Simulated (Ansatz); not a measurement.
```
Ni O
1.0
     4.17180    0.00000    0.00000
     0.00000    4.17180    0.00000
     0.00000    0.00000    4.17180
Ni O
4 4
Cartesian
  0.0000 0.0000 0.0000
  2.0859 2.0859 0.0000
  2.0859 0.0000 2.0859
  0.0000 2.0859 2.0859
  2.0859 0.0000 0.0000
  0.0000 2.0859 0.0000
  0.0000 0.0000 2.0859
  2.0859 2.0859 2.0859
```

Space group Fm-3m; computed pressure about −7 GPa in this cell; spin-polarised.

These are results of Ansatz, Kohn-Sham DFT of a periodic cell, PBEsol, Ansatz PAW, not measurements.

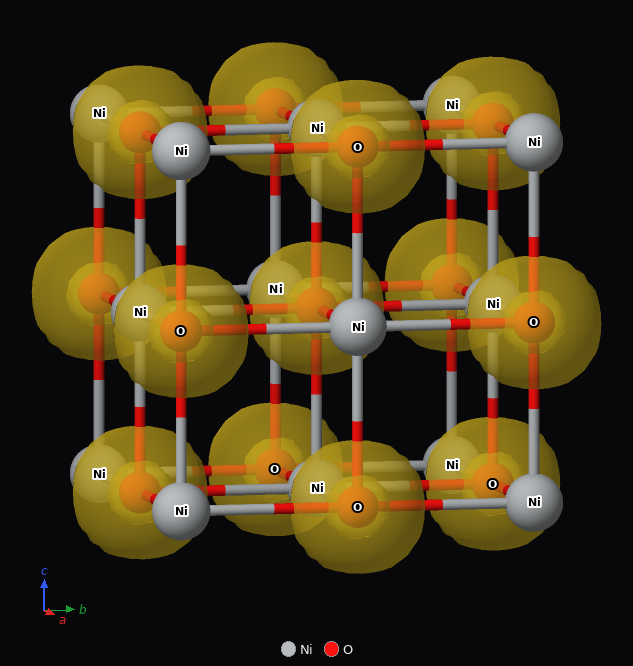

NiO. Isosurface of the electron localisation function at 0.7 (yellow), seen slightly off an axis. Core shells and regions of very low density are left out. Sticks mark near contacts.

What do the ELF domains correspond to?

Answer. The surface consists of four regions wrapped around O (the valence shell of each), counted in one cell of 8 atoms. Regions shared between cells count once.

Values along the shortest contacts:
Ni–O (2.09 Å): the ELF peaks at about 0.80 in the valence shell of O, 0.6 Å from its nucleus, and is about 0.15 at the midpoint (no localised pair shows between them).

Does the calculation give a band gap?

Answer. It is gapless in this calculation (a metal or semimetal); semilocal functionals without U, or without the true magnetic order, often close the gap of such compounds.

Which magnetic arrangement did the calculation end in?

Answer. Parallel moments, as they must be, since the calculation's own cell holds one magnetic site; site moments Ni: +1.1 μB (×4) in one cell of 8 atoms, with smaller moments on O (up to +0.21 μB).
